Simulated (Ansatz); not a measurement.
# Quasiparticle gap of BiPbO2I (I4mm)

Aim: the quasiparticle gap of BiPbO2I (I4mm), starting from LDA.

Main program and level: Ansatz 0.2.0; LDA, then G0W0 on it, plane waves, PAW.

## 1. The structure

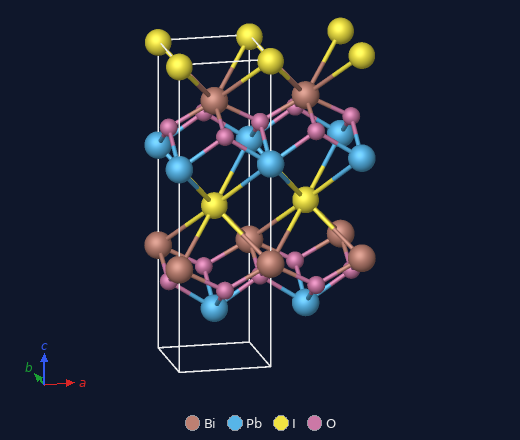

The starting structure, seen slightly off an axis (bismuth pink, lead blue, iodine yellow, oxygen pink). 2×1×1 cells are drawn. This picture shows the conventional cell, with its axes. Some periodic images of atoms are drawn too.

The start is the Materials Project's (PBE, PBE+U or r2SCAN) relaxed structure. Spin-orbit coupling is left out unless a step names it.

The logs state that the PAW files were generated under PBE.

## 2. Relaxing the structure

The structure is relaxed first.

This step: DFT, LDA, plane waves, PAW; PAW set soft_1.

Contents of input.yaml:

```yaml
crystal:
  lattice:
    - [-2.036731, 2.036731, 6.94164]
    - [2.036731, -2.036731, 6.94164]
    - [2.036731, 2.036731, -6.94164]
  atoms:
    - { symbol: Bi, position: [0.334222, 0.334222, 0.0] }
    - { symbol: Pb, position: [0.659568, 0.659568, 0.0] }
    - { symbol: I, position: [0.993347, 0.993347, 0.0] }
    - { symbol: O, position: [0.756431, 0.256431, 0.5] }
    - { symbol: O, position: [0.256431, 0.756431, 0.5] }
kpoints:
  mp_grid: { grid: [8, 8, 8] }
hamiltonian:
  xc: lda
  pseudopotentials: { kind: paw, azcp: { folder: soft_1 }, xc_functional: pbe }
scf:
  occupations: { method: fermi_dirac, width: 0.02 }
relax:
  f_tol: 0.02
  max_steps: 60
```

On the command line:

```sh
$ ansatz run input.yaml --threads 4 --pin off --max-ram 138240MiB --backend cuda --events-out ev --progress --plain --runs-dir out --devices 1 --max-vram 26GiB
```

Numbers of over 12 decimals in the logs are rounded to 6 here.

Log:

```text
basis.fft_grid_basis auto: the FFT boxes are laid along the combinations [[1, 0, 1], [0, 1, 1], [0, 0, 1]] of the cell's own vectors, 4.073, 4.073 and 7.516 Å long. The dense box has 30×30×54 points. Along the cell's own vectors, as sized, it would have 54×54×54, 3.24 times as many. Of the 8 symmetry operations that the crystal satisfies within crystal.symmetry.tolerance (time reversal apart; of a slab, those that ke [...]
GPUs: using 1 of 1 available (devices: 1).
Engine: ansatz 0.2.0, x86_64-unknown-linux-gnu
Pseudopotentials: kind: paw
Pseudopotential: Bi, paw, valence charge 15, recommended cutoff 420 eV (normal), soft_1/Bi.paw.azcp
Pseudopotential: Pb, paw, valence charge 14, recommended cutoff 420 eV (normal), soft_1/Pb.paw.azcp
Pseudopotential: I, paw, valence charge 17, recommended cutoff 420 eV (normal), soft_1/I.paw.azcp
Pseudopotential: O, paw, valence charge 6, recommended cutoff 420 eV (normal), soft_1/O.paw.azcp
Functional definition: SPW92
  exchange = slater_x
  correlation = pw_c
device memory: the entry about to start is reckoned to put 2.7 GiB on a device that reports 73.6 GiB free (of which the cap on the GPU budget leaves the run 26.0 GiB)
GPU FFT provider: cuFFT
GPU libraries: cuBLAS 13.8.2, cuFFT 12.4.0, cuSOLVER 12.3.4
Crystal: 5 atoms, lattice volume = 115.183 Å³
Basis set: ecut = 420 eV, 2251 PW (Γ), FFT grids on a1+a3, a2+a3, a3
Bands: 35, of which v1, the nominal top of the filled ones, is band 29 counted from 1 (28 counted from 0)
Symmetry: 8 space group operations
Space group: I4mm (ITA 107), of the structure as read, at distance tolerance 4.9e-5 Å
k-points: 59 of 512 (time reversal used)
Non-local potential: Bi, projectors of the file, l = 0: 2, l = 1: 2, l = 2: 2, l = 3: 1
Non-local potential: Pb, projectors of the file, l = 0: 2, l = 1: 2, l = 2: 2, l = 3: 1
Non-local potential: I, projectors of the file, l = 0: 2, l = 1: 2, l = 2: 2, l = 3: 1
Non-local potential: O, projectors of the file, l = 0: 2, l = 1: 2, l = 2: 1
PAW form: soft (Blöchl's): semilocal exchange-correlation on the pseudo side does not see the compensation charge
PAW frozen core: Bi, regenerated for the run's functional, and the local potential with it (the file was generated under x = pbe(κ = 0.804, μ = 0.219515), c = pbe(β = 0.066725))
PAW frozen core: Pb, regenerated for the run's functional, and the local potential with it (the file was generated under x = pbe(κ = 0.804, μ = 0.219515), c = pbe(β = 0.066725))
PAW frozen core: I, regenerated for the run's functional, and the local potential with it (the file was generated under x = pbe(κ = 0.804, μ = 0.219515), c = pbe(β = 0.066725))
PAW frozen core: O, regenerated for the run's functional, and the local potential with it (the file was generated under x = pbe(κ = 0.804, μ = 0.219515), c = pbe(β = 0.066725))
PAW one-centre angular grid: Bi, 590 points (default); XC on 64 Gauss nodes
PAW one-centre angular grid: Pb, 590 points (default); XC on 64 Gauss nodes
PAW one-centre angular grid: I, 590 points (default); XC on 64 Gauss nodes
PAW one-centre angular grid: O, 110 points (default); XC on 64 Gauss nodes
Initial density: superposition of atomic densities (chi_scale 0.1, normalization cell, long waves kept (reshape's long-wave potential 0.38 eV rms))
Initial wavefunctions: pseudopotential atomic-orbital guess
GPU buffer pool allocated for 48600 grid points (all kernels)
GPU transforms: local potential and band sums: pruned to the plane-wave sphere, on 27×27×54
Functional: x = slater, c = lda
SCF iter   1: F=—  HF=-32159.215500 eV  |F-HF|=—  |Δ(HF+E_count)|=         —  Δρ=3.39e-2  dr2=1.70e0  ethr=3.10e-3  ⟨swp⟩=9.4  Hψ=10187  notcnv=0
preconditioner: auto → Resta (q_TF=auto, 2.433 Å⁻¹)  ε∞=3.3  [insulator: Δε(μ)=1.649 eV  Ē_g=15.893 eV  σ=0.020 eV  W_gap=1.00  n_scr=32 (ndim 8)  ℏωp=24.0 eV  f_vac=0.000  D(μ)=0.00/eV (n_scr^D=0)  ε∞_Penn≈3.3]
SCF iter   2: F=—  HF=-32158.863160 eV  |F-HF|=—  |Δ(HF+E_count)|=   3.52e-1  Δρ=1.54e-2  dr2=3.06e-1  ethr=2.93e-3  ⟨swp⟩=2.0  Hψ=4178  notcnv=0  defer=88
SCF iter   3: F=—  HF=-32158.818264 eV  |F-HF|=—  |Δ(HF+E_count)|=   4.49e-2  Δρ=3.97e-3  dr2=2.05e-2  ethr=5.28e-4  ⟨swp⟩=2.7  Hψ=3685  notcnv=0  defer=89
SCF iter   4: F=—  HF=-32158.816187 eV  |F-HF|=—  |Δ(HF+E_count)|=   2.08e-3  Δρ=4.61e-4  dr2=3.10e-4  ethr=3.54e-5  ⟨swp⟩=3.0  Hψ=3161  notcnv=0  defer=89
SCF iter   5: F=—  HF=-32158.816564 eV  |F-HF|=—  |Δ(HF+E_count)|=   3.77e-4  Δρ=1.45e-4  dr2=2.79e-5  ethr=5.34e-7  ⟨swp⟩=2.0  Hψ=2966  notcnv=0  defer=89
SCF iter   6: F=-32158.816563 eV  HF=-32158.816563 eV  |F-HF|=7.27e-8  |Δ(HF+E_count)|=   4.86e-7  Δρ=3.29e-5  dr2=1.51e-6  ethr=1.72e-8  ⟨swp⟩=4.1  Hψ=7142  notcnv=0
SCF 1 converged in 6 iterations: F = -32158.816563 eV  dr2 = 1.51e-6
  greatest PAW one-centre occupation: 0.999 electrons in one spin orbital (limit 2), on the I atom at site 2 (counted from 0), in its partial waves of l = 2
relax step   1: F+E_penalty+E_count = -32158.81656345 eV  Δ(F+E_penalty+E_count) = +0.000e0 eV  max|allowed force component| = 6.416e-1 eV/Å  Δτ_max = 0.0000 Å  (6 SCF iters, dr2 threshold 1.00e-5 eV, accepted)
[...]
relax step   2: F+E_penalty+E_count = -32158.80670894 eV  Δ(F+E_penalty+E_count) = +9.855e-3 eV  max|allowed force component| = 8.515e-1 eV/Å  Δτ_max = 0.1168 Å  (5 SCF iters, dr2 threshold 2.57e-5 eV, rejected (line search))
[...]
relax step   3: F+E_penalty+E_count = -32158.85014467 eV  Δ(F+E_penalty+E_count) = -3.358e-2 eV  max|allowed force component| = 7.166e-2 eV/Å  Δτ_max = 0.0572 Å  (6 SCF iters, accepted)
[...]
relax step   4: F+E_penalty+E_count = -32158.85224367 eV  Δ(F+E_penalty+E_count) = -2.099e-3 eV  max|allowed force component| = 8.995e-2 eV/Å  Δτ_max = 0.0279 Å  (5 SCF iters, accepted)
[...]
relax step   5: F+E_penalty+E_count = -32158.85408918 eV  Δ(F+E_penalty+E_count) = -1.846e-3 eV  max|allowed force component| = 1.270e-2 eV/Å  Δτ_max = 0.0338 Å  (6 SCF iters, dr2 threshold 5.06e-7 eV, accepted)
[...]
relax step   6: F+E_penalty+E_count = -32158.85408918 eV  Δ(F+E_penalty+E_count) = -7.240e-10 eV  max|allowed force component| = 1.269e-2 eV/Å  Δτ_max = 0.0000 Å  (2 SCF iters, accepted)
SCF converged after 2 iterations
Free energy (F): -32158.854089 eV
Harris-Foulkes:  -32158.854089 eV  (|F-HF|=2.21e-9)
Internal energy: -32158.854089 eV  (E = F + TS)
E sigma→0 (E₀):  -32158.854089 eV
Fermi energy:    8.565529 eV
--- Per-component energies (eV) ---
  E_band       = -521.248646
  E_kinetic    = 1036.966548
  E_local      = -5246.389553  (includes V_loc(G=0)·N_el)
  E_nonlocal   = 953.806899
  E_hartree    = 2139.788193
  E_xc         = -604.321456
  E_vxc        = -563.634278  (∫ρ·V_xc dr)
  E_paw        = -25367.164871  (= ΣΔE_a)
  E_vpaw       = -981.572945  (= ΣTr[D̂ρ^β])
  E_aug_tail   = -0.000764  (compensation charges beyond the density's cutoff)
  E_ewald      = -5072.431675
  E_core_change = 0.892588  (= ΣΔE_core)
  E_smearing   = -0.000000  (= −TS)
  E_closure    = 0.000000  (closes the sum)
  Σ components = -32158.854089   (vs F -32158.854089, Δ=0.00e0)
--- Forces (eV/Å), atoms counted from 1 ---
  atom   1  Bi    -0.00000000     0.00000000    -0.00325853
  atom   2  Pb     0.00000000    -0.00000000    -0.00975486
  atom   3  I      0.00000000    -0.00000000    -0.01236483
  atom   4  O      0.00000000    -0.00000000     0.01268261
  atom   5  O     -0.00000000     0.00000000     0.01268261
  max |Σ_I F_I| component: 1.30e-5 eV/Å
--- Relaxed structure (6 steps of the walk, 5 accepted, 0 SCFs on fresh bases) ---
  F+E_penalty+E_count = -32158.85408918 eV   max|allowed force component| = 1.269e-2 eV/Å
  atoms:
    - { symbol: Bi, position: [0.333208, 0.333208, 0] }
    - { symbol: Pb, position: [0.665825, 0.665825, 0] }
    - { symbol: I, position: [0.986677, 0.986677, 0] }
    - { symbol: O, position: [0.757145, 0.257145, 0.5] }
    - { symbol: O, position: [0.257145, 0.757145, 0.5] }
```

Wall time 7.2 s (1 × NVIDIA H100 80GB HBM3 (shared by 3 runs) with 4 threads of AMD EPYC 7R13 (Zen 3), shared host); peak memory 0.97 GiB.

Step by step:

```csv
step,energy less that of the first step (eV),largest force component (eV/Å)
1,0.0000,0.6416
2,0.0099,0.8515
3,-0.0336,0.0717
4,-0.0357,0.0899
5,-0.0375,0.0127
6,-0.0375,0.0127
```

Relaxation step 2 was tried and not accepted.

Forces are held to the 8 operations that the run works with; a distortion that breaks them can't arise in this run.

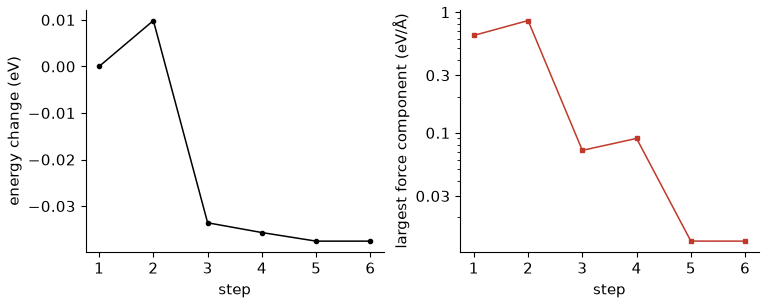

Energy and largest force along the relaxation.

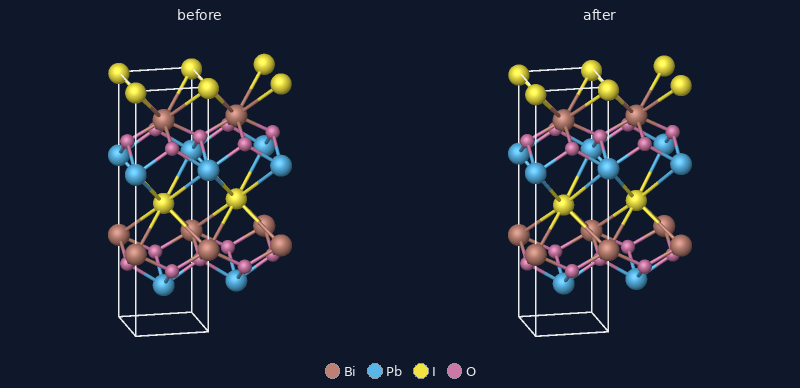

The structure before and after the relaxation, drawn at the same scale.

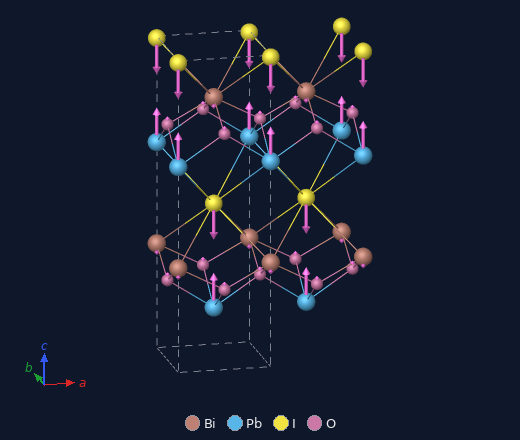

Displacements in the relaxation, exaggerated; the longest in the cell stands for 0.09 Å. 2×1×1 conventional cells are drawn. Some periodic images of atoms are drawn too.

The atoms that moved most (Å):

```csv
atom,dx,dy,dz,length
I3,0.000,0.000,-0.093,0.093
Pb2,0.000,0.000,0.087,0.087
Bi1,0.000,0.000,-0.014,0.014
O4,0.000,0.000,0.010,0.010
O5,0.000,0.000,0.010,0.010
```

Final coordinates:

```cif
data_structure
_symmetry_space_group_name_H-M 'P 1'
_symmetry_Int_Tables_number 1
_cell_length_a 7.5155
_cell_length_b 7.5155
_cell_length_c 7.5155
_cell_angle_alpha 148.552
_cell_angle_beta 148.552
_cell_angle_gamma 45.071
_cell_volume 115.18
loop_
_atom_site_label
_atom_site_type_symbol
_atom_site_fract_x
_atom_site_fract_y
_atom_site_fract_z
_atom_site_occupancy
Bi1 Bi 0.33321 0.33321 0.00000 1
Pb2 Pb 0.66583 0.66583 0.00000 1
I3 I 0.98668 0.98668 0.00000 1
O4 O 0.75714 0.25714 0.50000 1
O5 O 0.25714 0.75714 0.50000 1
```

## 3. Bands along the symmetry lines

Levels along a band path and on the mesh show where this functional puts the band edges.

Contents of input.yaml:

```yaml
crystal:
  lattice:
    - [-2.036731, 2.036731, 6.94164]
    - [2.036731, -2.036731, 6.94164]
    - [2.036731, 2.036731, -6.94164]
  atoms:
    - { symbol: Bi, position: [0.3332077825, 0.3332077825, 0.0] }
    - { symbol: Pb, position: [0.6658251473, 0.6658251473, 0.0] }
    - { symbol: I, position: [0.9866766767, 0.9866766767, 0.0] }
    - { symbol: O, position: [0.7571446968, 0.2571446968, 0.5] }
    - { symbol: O, position: [0.2571446968, 0.7571446968, 0.5] }
kpoints:
  mp_grid: { grid: [8, 8, 8] }
  band_path:
    path:
      - [[0.0, 0.0, 0.0], [0.0, 0.0, 0.5], [0.25, 0.25, 0.25], [0.0, 0.5, 0.0], [0.0, 0.0, 0.0], [0.5, 0.5, -0.5], [0.27152203, 0.72847797, -0.27152203]]
      - [[-0.27152203, 0.27152203, 0.27152203], [0.0, 0.0, 0.0]]
      - [[0.0, 0.0, 0.5], [-0.04304405, 0.04304405, 0.5]]
      - [[0.5, 0.5, -0.04304405], [0.5, 0.5, -0.5]]
    npoints: 10
hamiltonian:
  xc: lda
  pseudopotentials: { kind: paw, azcp: { folder: soft_1 }, xc_functional: pbe }
scf:
  occupations: { method: fermi_dirac, width: 0.02 }
  n_extra_bands: 5
output:
  eigenvalues: true
  forces: true
  stress: true
  write_density: true
  write_potential: true
  elf: true
  volumetric_format: npy
```

Log:

```text
[...]
GPUs: using 1 of 1 available (devices: 1).
[...]
GPU FFT provider: cuFFT
GPU libraries: cuBLAS 13.8.2, cuFFT 12.4.0, cuSOLVER 12.3.4
Crystal: 5 atoms, lattice volume = 115.183 Å³
Basis set: ecut = 420 eV, 2251 PW (Γ), FFT grids on a1−a2, a2, a1+a3
Bands: 34, of which v1, the nominal top of the filled ones, is band 29 counted from 1 (28 counted from 0)
Symmetry: 8 space group operations
[...]
k-points: 59 of 512 (time reversal used)
[...]
GPU buffer pool allocated for 64800 grid points (all kernels)
[...]
SCF iter   1: F=—  HF=-32159.267967 eV  |F-HF|=—  |Δ(HF+E_count)|=         —  Δρ=3.32e-2  dr2=1.71e0  ethr=3.10e-3  ⟨swp⟩=9.4  Hψ=10099  notcnv=0
[...]
SCF iter   7: F=-32158.854089 eV  HF=-32158.854089 eV  |F-HF|=2.18e-11  |Δ(HF+E_count)|=   4.12e-7  Δρ=6.78e-6  dr2=7.00e-8  ethr=1.72e-10  ⟨swp⟩=14.3  Hψ=16453  notcnv=0
SCF 1 converged in 7 iterations: F = -32158.854089 eV  dr2 = 7.00e-8
[...]
NSCF: frozen V_eff on 94 k-points, pencils in batches of 32, up to order 152
SCF converged after 7 iterations
Free energy (F): -32158.854089 eV
[...]
Internal energy: -32158.854089 eV  (E = F + TS)
E sigma→0 (E₀):  -32158.854089 eV
Fermi energy:    8.565530 eV
[...]
--- Forces (eV/Å), atoms counted from 1 ---
  atom   1  Bi    -0.00000000     0.00000000    -0.00335555
  atom   2  Pb    -0.00000000    -0.00000000    -0.00973421
  atom   3  I      0.00000000     0.00000000    -0.01228467
  atom   4  O      0.00000000     0.00000000     0.01268138
  atom   5  O     -0.00000000     0.00000000     0.01268138
  max |Σ_I F_I| component: 1.17e-5 eV/Å
--- Stress (GPa, compression-positive) ---
       -4.614797      -0.000000      -0.000000
       -0.000000      -4.614797       0.000000
       -0.000000       0.000000      -2.753999
  P = ⅓ Tr σ = -3.9945 GPa (-39.945 kbar)
--- Band table (eV; the first three rows and the last of 59) ---
  k-point 0: bands = [... 25 lower, 6.2012, 7.1444, 7.2984, 7.2984, 9.3178, 12.0292, 12.8257, 12.8257, ... 1 higher]
  k-point 1: bands = [... 25 lower, 6.4518, 6.9992, 7.0780, 7.3453, 10.1911, 11.7549, 12.1485, 12.7921, ... 1 higher]
  k-point 2: bands = [... 25 lower, 6.5956, 6.6210, 7.0947, 7.4072, 10.0324, 11.6392, 12.0546, 12.7352, ... 1 higher]
  k-point 58: bands = [... 25 lower, 6.3285, 7.3799, 7.4264, 7.4264, 9.3908, 11.3325, 12.0410, 12.0410, ... 1 higher]
```

It took 4.8 s on 1 × NVIDIA H100 80GB HBM3 (shared by 3 runs) with 4 threads; peak memory 1.1 GiB.

This step gave:

```
pressure             : -3.995 GPa
filled bands         : 29
gap                  : 1.552 eV
valence top at       : N
conduction bottom at : Γ
least direct gap     : 1.951 eV
```

Over mesh and path the gap is 1.552 eV, from k = (0.000, 0.500, 0.000) to k = Γ. The least direct gap found is 1.951 eV, at k = (0.477, 0.523, -0.477).

Electronic bands along the path, in eV, zero at the top of the highest nominally filled band:

```csv
point,band 26,band 27,band 28,band 29,band 30,band 31,band 32,band 33
Γ,-1.56,-0.62,-0.47,-0.47,1.55,4.26,5.06,5.06
X,-1.70,-1.44,-0.91,-0.88,2.05,3.60,4.14,4.36
P,-1.93,-1.44,-0.92,-0.91,2.62,2.62,4.15,5.44
N,-1.32,-1.05,-0.30,0.00,3.41,4.04,4.85,4.99
Γ,-1.56,-0.62,-0.47,-0.47,1.55,4.26,5.06,5.06
M,-1.44,-0.39,-0.34,-0.34,1.63,3.57,4.28,4.28
S,-1.65,-0.92,-0.24,0.00,3.51,3.97,4.88,5.09
jump to S0,-1.65,-0.92,-0.24,0.00,3.51,3.97,4.88,5.09
Γ,-1.56,-0.62,-0.47,-0.47,1.55,4.26,5.06,5.06
jump to X,-1.70,-1.44,-0.91,-0.88,2.05,3.60,4.14,4.36
R,-1.68,-1.48,-0.96,-0.95,2.18,3.67,4.12,4.37
jump to G,-1.68,-1.48,-0.96,-0.95,2.18,3.67,4.12,4.37
M,-1.44,-0.39,-0.34,-0.34,1.63,3.57,4.28,4.28
```

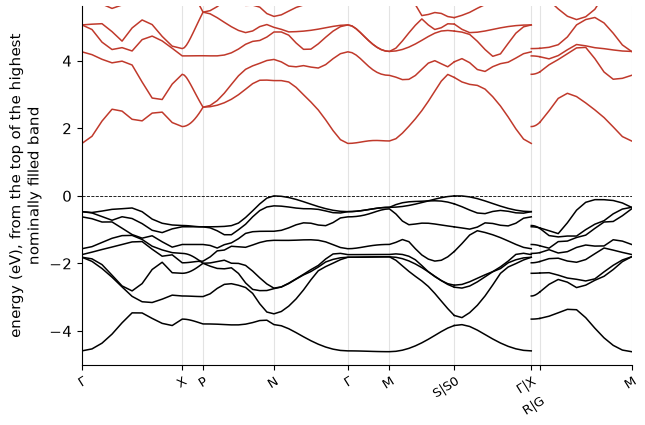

Electronic bands along the path; lines of filled and empty bands in two colours.

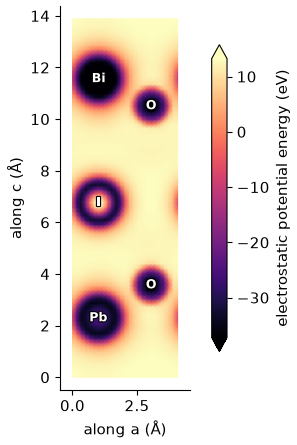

Electrostatic potential energy in the ac plane of the conventional cell at fractional y = 0.000, with atoms of Bi and Pb and I and O within 0.2 Å of it. With pseudopotentials it is smooth inside the atoms' cores, unlike the true potential. The map starts off the cell's origin, so that atoms lie inside it.

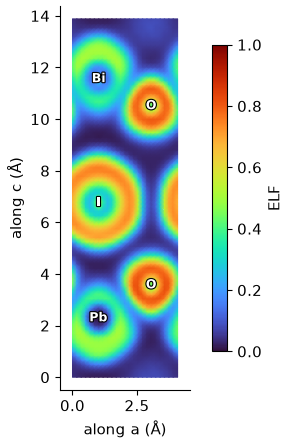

ELF in the ac plane of the conventional cell at fractional y = 0.000, with atoms of Bi and Pb and I and O within 0.2 Å of it. It is the smooth field of the valence electrons, not physical close to the nuclei. The map starts off the cell's origin, so that atoms lie inside it.

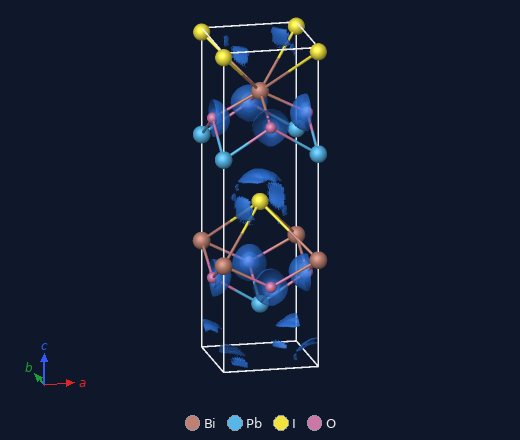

Surface of ELF = 0.74.

(Part 1 of 2 ends here.)

[Paths, hosts, dates, memory and timing lines, banners, echoed tables and standing remarks are left out of the program output.]

[Logs are printed without paths, hosts, clocks, repeated set-up lines and the standing remarks that a program may print on its own settings, such as how far it seeks lower states.]

[Runs of the session that timed out or met a known fault of the program may be left out.]

[Cells called generated may have been cut or substituted from an entry of the Crystallography Open Database or the Materials Project.]

[Hosts, paths, dates, database ids (printed as entryN), source tags and the programs' standing remarks are cut or masked in the printed files.]

[Where an RPA ε∞ is given, it is that of the G0W0 mesh and is not shown converged in it. Names of k-points follow the symmetry that the program found, which can be lower than the space group named. Band edges on a path are those of the sampled points; other points can move an edge, and change direct to indirect where valleys lie close.]

[Hybrid gaps are those of their k-mesh and are not shown converged in it.]
